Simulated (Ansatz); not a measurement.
# Band-structure calculation, with input and output: PtS$_{4}$ (part 1 of 2)

System: PtS$_{4}$ (slab, 5 atoms in the cell).
Method: DFT PBEsol, spin-orbit coupling, plane waves, PAW (Ansatz 0.2.0).

The structure derives from an entry of the Crystallography Open Database. It belongs to a series of runs on one base structure; here: bands of the relaxed slab with spin-orbit coupling.

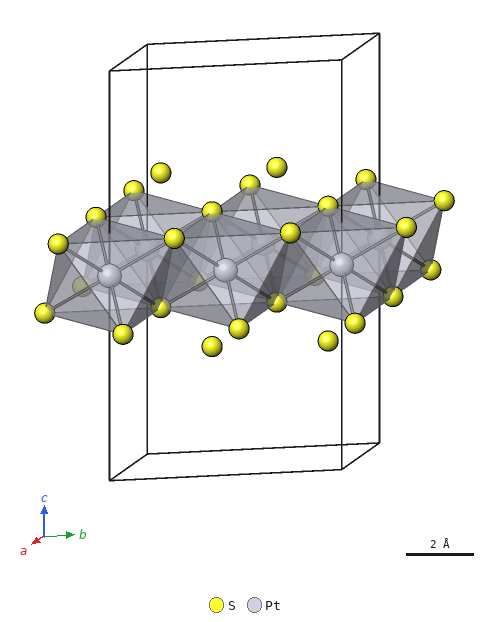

The structure (polyhedral view of the 1 × 2 repeat of the cell, with the vacuum cut short, seen slightly off an axis; polyhedra are completed across the faces of the cell).

**The input**
```yaml
crystal:
  lattice:
    - [3.5713268724, 0.0, 0.0]
    - [-1.7856634362, 3.0928597967, 0.0]
    - [0.0, 0.0, 22.1433901852]
  atoms:
    - { symbol: S, position: [0.3333333333, 0.6666666667, 0.3706502415] }
    - { symbol: S, position: [0.6666666667, 0.3333333333, 0.4403022425] }
    - { symbol: Pt, position: [0.0, 0.0, 0.5000000205] }
    - { symbol: S, position: [0.3333333333, 0.6666666667, 0.5596977791] }
    - { symbol: S, position: [0.6666666667, 0.3333333333, 0.6293497165] }
basis:
  ecutwfc: 420
kpoints:
  mp_grid: { grid: [12, 12, 1] }
  band_path:
    path:
      - [0.5, 0, 0]
      - [0, 0, 0]
      - [0.3333333333333, 0.3333333333333, 0]
      - [0.5, 0, 0]
    npoints: 12
hamiltonian:
  xc: pbesol
scf:
  occupations: { method: gaussian, width: 0.05 }
  n_extra_bands: 32
output:
  forces: true
  stress: true
  eigenvalues: true
  populations: true
  fatbands: true
  write_density: true
  write_potential: true
  elf: true
  volumetric_format: npy
magnetization:
  noncollinear: true
  spin_orbit: true
efield:
  axis: 3
  dipole_correction: true
  ramp_width: 0.04
```

Machine: 2 threads of Intel Xeon @ 2.90GHz (Ice Lake), 16 GiB of memory available, shared host.

Launched with:
```bash
ansatz run input.yaml --threads 2 --pin off --max-ram 4096MiB --backend cpu --events-out ev --progress --plain --runs-dir out
```

**Log**
```
scf.n_extra_bands = 32 over 42 filled bands (N_el = 42.0): the run solves 74 bands
Engine: ansatz 0.2.0, x86_64-unknown-linux-gnu
Pseudopotentials: kind: paw_fr
Pseudopotential: S, paw_fr, valence charge 6, recommended cutoff 420 eV (normal), S.paw.azcp#standard-fr
Pseudopotential: Pt, paw_fr, valence charge 18, recommended cutoff 420 eV (normal), Pt.paw.azcp#standard-fr
Functional definition: PBEsol
  exchange = pbesol_x
  correlation = pbesol_c
non-collinear run that drives no moment, with spin-orbit: no starting moment large enough to seed its density (crystal.atoms[].spin), no starting occupations that ask for one, no magnetisation constraint and no magnetic field, so the semilocal B_xc is pinned to zero
Crystal: 5 atoms, lattice volume = 244.587 Å³
Basis set: ecut = 420 eV, 4713 PW (Γ), exchange–correlation on 48×48×300 points (8 copies of the dense FFT grid, shifted against one another)
Bands: 74, of which v1, the nominal top of the filled ones, is band 42 counted from 1 (41 counted from 0)
Symmetry: 6 space group operations + 6 with time reversal
k-points: 19 of 144 (time reversal used)
Projection manifold: j_resolved (fully-relativistic pseudo-atomic orbitals)
Non-local potential: S, projectors of the file, l = 0: 2, l = 1: 4, l = 2: 4
Non-local potential: Pt, projectors of the file, l = 0: 3, l = 1: 4, l = 2: 4, l = 3: 2
PAW form: soft (Blöchl's): semilocal exchange-correlation on the pseudo side does not see the compensation charge
PAW frozen core: S, regenerated for the run's functional, and the local potential with it (the file was generated under x = pbe(κ = 0.804, μ = 0.2195149727645171), c = pbe(β = 0.06672455060314922))
PAW frozen core: Pt, regenerated for the run's functional, and the local potential with it (the file was generated under x = pbe(κ = 0.804, μ = 0.2195149727645171), c = pbe(β = 0.06672455060314922))
PAW one-centre angular grid: S, 110 points (default); XC on 64 Gauss nodes
PAW one-centre angular grid: Pt, 590 points (default); XC on 64 Gauss nodes
Initial density: superposition of atomic densities (neutral atoms: chi_scale 0, normalization atom)
Initial wavefunctions: pseudopotential atomic-orbital guess
Functional: x = pbesol(κ = 0.804, μ = 0.12345679012345678), c = pbesol(β = 0.046)
SCF iter   1: F=—  HF=-15955.971401 eV  |F-HF|=—  |Δ(HF+E_count)|=         —  Δρ=4.45e-2  dr2=1.21e1  dr2_m=0.00e0 (ungated)  ethr=3.10e-3  |M|=0.00e0 ∫|m|=0.00e0 μB  |m|>n=0.0e0 m-floor=0.0e0 τ_xc=0.0e0  β_m=1.00  p=-0.000 e·Å  D=-2.53e-12 V/Å  ΔV_dip=0.00 eV  dr2_dipole=1.15e-5  V_vac-E_F(+/−)=5.65/5.65 eV  ⟨swp⟩=8.6  Hψ=8001  notcnv=0  defer=310
efield: sawtooth ramp at fractional position 0.9800 (placed from the atoms, in the widest stretch of the axis that holds none; the zero of the levels goes with the place), width 0.0400; the density the first Hamiltonian is built on has a dipole p = -0.000 e·Å; the dipole correction subtracts the counter field D = -2.53e-12 V/Å, which shifts the + side's vacuum level by +0.00 eV against the − side's; the planar-averaged density in the ramp window peaks in size at 1.5e-6 e/Å³
preconditioner: auto → LDOS  [metal: Δε(μ)=0.016 eV  Ē_g=11.850 eV  σ=0.050 eV  W_gap=0.18  n_scr=20 (ndim 8)  ℏωp=13.8 eV  f_vac=0.589  D(μ)=7.41/eV (n_scr^D=70)  β→1.0]
spin=Noncollinear: LDOS preconditioning applied to the charge; magnetization (m_x, m_y, m_z) channels mix plain (no charge-response kernel on spin).
SCF iter   2: F=—  HF=-15955.285289 eV  |F-HF|=—  |Δ(HF+E_count)|=   6.86e-1  Δρ=2.23e-2  dr2=1.36e0  dr2_m=0.00e0 (ungated)  ethr=3.10e-3  |M|=0.00e0 ∫|m|=0.00e0 μB  |m|>n=0.0e0 m-floor=0.0e0 τ_xc=0.0e0  β_m=0.83  p=-0.000 e·Å  D=-9.71e-6 V/Å  ΔV_dip=0.00 eV  dr2_dipole=2.74e-6  V_vac-E_F(+/−)=5.98/5.98 eV  ⟨swp⟩=3.0  Hψ=2633  notcnv=0  defer=456
SCF iter   3: F=—  HF=-15955.001908 eV  |F-HF|=—  |Δ(HF+E_count)|=   2.83e-1  Δρ=9.34e-3  dr2=4.89e-1  dr2_m=0.00e0 (ungated)  ethr=3.10e-3  |M|=0.00e0 ∫|m|=0.00e0 μB  |m|>n=0.0e0 m-floor=0.0e0 τ_xc=0.0e0  β_m=0.72  p=-0.000 e·Å  D=-5.57e-6 V/Å  ΔV_dip=0.00 eV  dr2_dipole=4.63e-7  V_vac-E_F(+/−)=5.98/5.98 eV  ⟨swp⟩=2.0  Hψ=2278  notcnv=0  defer=456
SCF iter   4: F=—  HF=-15954.952887 eV  |F-HF|=—  |Δ(HF+E_count)|=   4.90e-2  Δρ=3.91e-3  dr2=1.52e-1  dr2_m=0.00e0 (ungated)  ethr=1.17e-3  |M|=0.00e0 ∫|m|=0.00e0 μB  |m|>n=0.0e0 m-floor=0.0e0 τ_xc=0.0e0  β_m=0.69  p=0.000 e·Å  D=1.16e-5 V/Å  ΔV_dip=-0.00 eV  dr2_dipole=2.40e-8  V_vac-E_F(+/−)=6.02/6.02 eV  ⟨swp⟩=2.0  Hψ=1317  notcnv=0  defer=456
SCF iter   5: F=—  HF=-15954.940584 eV  |F-HF|=—  |Δ(HF+E_count)|=   1.23e-2  Δρ=1.06e-3  dr2=1.29e-2  dr2_m=0.00e0 (ungated)  ethr=3.62e-4  |M|=0.00e0 ∫|m|=0.00e0 μB  |m|>n=0.0e0 m-floor=0.0e0 τ_xc=0.0e0  β_m=0.71  p=0.000 e·Å  D=4.02e-6 V/Å  ΔV_dip=-0.00 eV  dr2_dipole=5.44e-8  V_vac-E_F(+/−)=6.05/6.05 eV  ⟨swp⟩=2.1  Hψ=1330  notcnv=0  defer=456
SCF iter   6: F=—  HF=-15954.939220 eV  |F-HF|=—  |Δ(HF+E_count)|=   1.36e-3  Δρ=2.03e-4  dr2=2.87e-4  dr2_m=0.00e0 (ungated)  ethr=3.07e-5  |M|=0.00e0 ∫|m|=0.00e0 μB  |m|>n=0.0e0 m-floor=0.0e0 τ_xc=0.0e0  β_m=0.78  p=0.000 e·Å  D=4.48e-6 V/Å  ΔV_dip=-0.00 eV  dr2_dipole=1.23e-8  V_vac-E_F(+/−)=6.07/6.07 eV  ⟨swp⟩=1.9  Hψ=1191  notcnv=0  defer=456
SCF iter   7: F=—  HF=-15954.939259 eV  |F-HF|=—  |Δ(HF+E_count)|=   3.94e-5  Δρ=5.58e-5  dr2=1.46e-5  dr2_m=0.00e0 (ungated)  ethr=6.83e-7  |M|=0.00e0 ∫|m|=0.00e0 μB  |m|>n=0.0e0 m-floor=0.0e0 τ_xc=0.0e0  β_m=0.73  p=0.000 e·Å  D=3.07e-7 V/Å  ΔV_dip=-0.00 eV  dr2_dipole=1.44e-9  V_vac-E_F(+/−)=6.07/6.07 eV  ⟨swp⟩=2.1  Hψ=1576  notcnv=0  defer=456
SCF iter   8: F=—  HF=-15954.939302 eV  |F-HF|=—  |Δ(HF+E_count)|=   4.22e-5  Δρ=1.46e-5  dr2=1.04e-6  dr2_m=0.00e0 (ungated)  ethr=3.47e-8  |M|=0.00e0 ∫|m|=0.00e0 μB  |m|>n=0.0e0 m-floor=0.0e0 τ_xc=0.0e0  β_m=0.87  p=-0.000 e·Å  D=-3.23e-7 V/Å  ΔV_dip=0.00 eV  dr2_dipole=2.26e-10  V_vac-E_F(+/−)=6.07/6.07 eV  ⟨swp⟩=1.8  Hψ=1673  notcnv=0  defer=456
SCF iter   9: F=-15954.939302 eV  HF=-15954.939302 eV  |F-HF|=6.96e-8  |Δ(HF+E_count)|=   2.92e-7  Δρ=4.23e-6  dr2=9.74e-8  dr2_m=0.00e0 (ungated)  ethr=2.38e-10  |M|=0.00e0 ∫|m|=0.00e0 μB  |m|>n=0.0e0 m-floor=0.0e0 τ_xc=0.0e0  p=0.000 e·Å  D=2.14e-7 V/Å  ΔV_dip=-0.00 eV  dr2_dipole=2.60e-14  V_vac-E_F(+/−)=6.07/6.07 eV  ⟨swp⟩=23.1  Hψ=14404  notcnv=0
SCF 1 converged in 9 iterations: F = -15954.939302 eV  dr2 = 9.74e-8
  greatest PAW one-centre occupation: 1.000 electrons in one spin orbital (limit 2), on the Pt atom at site 2 (counted from 0), in its partial waves of l = 0
NSCF: frozen V_eff on 37 k-points
efield: sawtooth ramp at fractional position 0.9800 (kept from the solve that this one continues, or follows in the run), width 0.0400; the density the first Hamiltonian is built on has a dipole p = 0.000 e·Å; the dipole correction subtracts the counter field D = 2.14e-7 V/Å, which shifts the + side's vacuum level by -0.00 eV against the − side's; the planar-averaged density in the ramp window peaks in size at 1.3e-6 e/Å³
WARN: The input density's exchange-correlation potential varies sharply where the density is thin. Do not read a vacuum level from v_tot or v_xc, or from such a field of the output density. On a cell that repeats whose density bears no net charge and no dipole along the vacuum's axis use v_es (v_loc + v_h of the components); under efield.dipole_correction with no amplitude use v_es + v_field, which holds any external_charges[].barrier, or the levels of the report's work_function block, which leave it out; under a non-zero efield.amplitude the vacuum is tilted and has no level; on a cell that repeats and bears such a dipole with no correction it is tilted too, and efield.dipole_correction with no amplitude gives each side of its ramp a level where efield: is served; in a cell that repeats whose density bears a net charge (total_charge, or a fill off its count) it is curved and has none; of a slab under crystal.periodic whose density bears no net charge use v_es, which has a level on each side, short of where the two are joined; of another it falls or rises all the way out and has none; of a slab beside external_charges read slab_vacuum_level instead, which it has where they leave it neutral. The grid or the basis barely resolves most such structure, and the values can differ between equally converged runs; as a rule a tighter scf.convergence.dr2_threshold does not remove it. Where the density itself ripples (under the LDA too) a higher basis.ecutwfc lessens it. The files hold the spikes' plane waves up to the density's cutoff. Files: v_tot and the like, and their columns of v_z.tsv (output.write_potential); v_xc and the like, and their columns of v_comp_z.tsv (output.write_potential_components); where files of the output density stand in their place, no point of their own thin density is over the threshold below, and this is of outcome.potential() and, of a run that writes arrays (npy), the arrays of these names. Measured: with its Gaussian average of σ = 0.25 Å subtracted twice, the exchange-correlation potential is over 0.1 eV at 14 of the grid points where the equally averaged density (valence and model cores) is under 1e-3 e/Å³, and 0.211 eV at the most among them, at an averaged density of 1.9e-7 e/Å³. See output.write_potential in the manual, Limitations
SCF converged after 9 iterations
Magnetization: |M| = 0.0000 μB,  M = (+0.0000, +0.0000, +0.0000) μB
Absolute magnetization: 0.0000 μB (∫|m|)
  site 0: m = (+0.0000, +0.0000, +0.0000) μB, |m| = 0.0000 μB  (R = 1.06 Å)
  site 1: m = (+0.0000, +0.0000, +0.0000) μB, |m| = 0.0000 μB  (R = 1.01 Å)
  site 2: m = (+0.0000, +0.0000, +0.0000) μB, |m| = 0.0000 μB  (R = 1.01 Å)
  site 3: m = (+0.0000, +0.0000, +0.0000) μB, |m| = 0.0000 μB  (R = 1.01 Å)
  site 4: m = (+0.0000, +0.0000, +0.0000) μB, |m| = 0.0000 μB  (R = 1.06 Å)
Free energy (F): -15954.939302 eV
Harris-Foulkes:  -15954.939302 eV  (|F-HF|=6.96e-8)
Internal energy: -15954.933443 eV  (E = F + TS)
E sigma→0 (E₀):  -15954.936372 eV
Entropy (-TS):   -0.005859 eV (-1.172 meV/atom)
Fermi energy:    -0.356562 eV
Dipole field:    D = 0.000000 V/Å  (p = 0.000001 e·Å, saw-weighted, corrected)
Work function:   Φ+ = 6.0658 eV   Φ− = 6.0658 eV
Levels:          The Fermi level and band energies are counted from a zero that moves with the ramp; work functions are not
```
